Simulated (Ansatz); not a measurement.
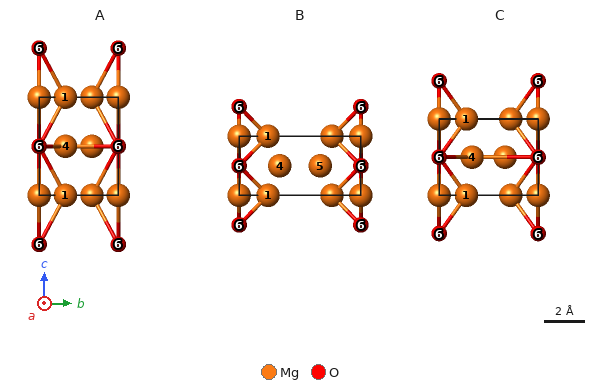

3 geometries from one relaxation of crystalline Mg₅O (a generated structure, set up in P-62m) (coarse preliminary run), in shuffled order. The picture is a ball-and-stick view of the cell of the calculation, seen along the a axis.

Level of theory: Ansatz 0.2.0, DFT PBE, scalar-relativistic, plane waves, PAW. (plane-wave cutoff 420 eV; k-point mesh 6 × 6 × 4; occupations gaussian; smearing width 0.1 eV; no spin polarisation; cell and atoms relaxed; force threshold 0.04 eV/Å; at most 70 steps)

Q: Put them in the order of the run, from the start to the converged end.

A: A, C, B. They are steps 0, 9, 28, at +824 meV per atom, +517 meV per atom relative to the last. After 23 accepted moves (28 points after the start) the energy has fallen by 824 meV per atom. Largest force component: 0.47 eV/Å at the start, 0.019 eV/Å at the end. Pressure: 21.45 GPa at the start and −0.05 GPa at the end. The line search rejected the trial steps at points 13, 15 of the run. The SCF was repeated 3 times at an unchanged geometry on a basis and grid sized afresh for the cell, which shifted the energy by 215 meV per atom at most. The largest moves relative to the cell, 0.66 Å, are those of Mg atoms. O stays in place. The volume changes by +42.5 %, with a = b 4.573 → 7.031 Å (+53.8 %), c 4.909 → 2.958 Å (−39.7 %). Among the contacts that change: Mg–Mg 2.646 → 4.752 Å, Mg–Mg 2.640 → 4.059 Å, Mg–O 2.640 → 4.059 Å, Mg–O 2.885 → 2.230 Å. The space group stays P-62m (No. 189).
